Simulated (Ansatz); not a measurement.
System: zincblende CdSe, space group F-43m, 2 atoms in the primitive cell, volume scaled by a factor 0.94; cubic a = 6.015 Å. Run without spin-orbit coupling: PBE with D3(BJ) dispersion, Ansatz PAW, 8×8×8 k mesh, 420 eV cutoff, Fermi-Dirac smearing of 0.05 eV (Ansatz 0.2.0). Run with it: PBE, Ansatz PAW, 8×8×8 k mesh, 420 eV cutoff, Fermi-Dirac smearing of 0.05 eV (Ansatz). Neither carries moments.

Without spin-orbit coupling the direct gap is 0.68 eV at Γ.

What does spin-orbit coupling change near the gap?

Answer. The threefold valence top at Γ (six states with spin) splits into a fourfold level on top and a twofold one 0.36 eV below it, the split-off level. The vertical gap goes from 0.68 to 0.56 eV at Γ. A third of the splitting is 0.12 eV, which accounts for the change at Γ: the fourfold level rises by about that much. The smallest gap over all k points computed narrows from 0.68 eV (valence top at Γ, conduction bottom at Γ) to 0.56 eV.

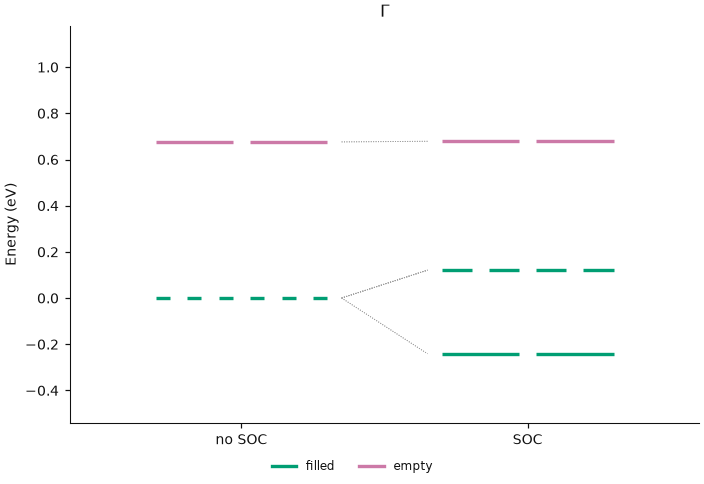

Levels at Γ, each bar one state with spin counted. Zero is the valence top without spin-orbit coupling, and the two sets are aligned on the mean of the six top valence states at Γ.

LDA, GGA and most meta-GGA functionals understate gaps. The usual form of CdSe is wurtzite, though both occur.
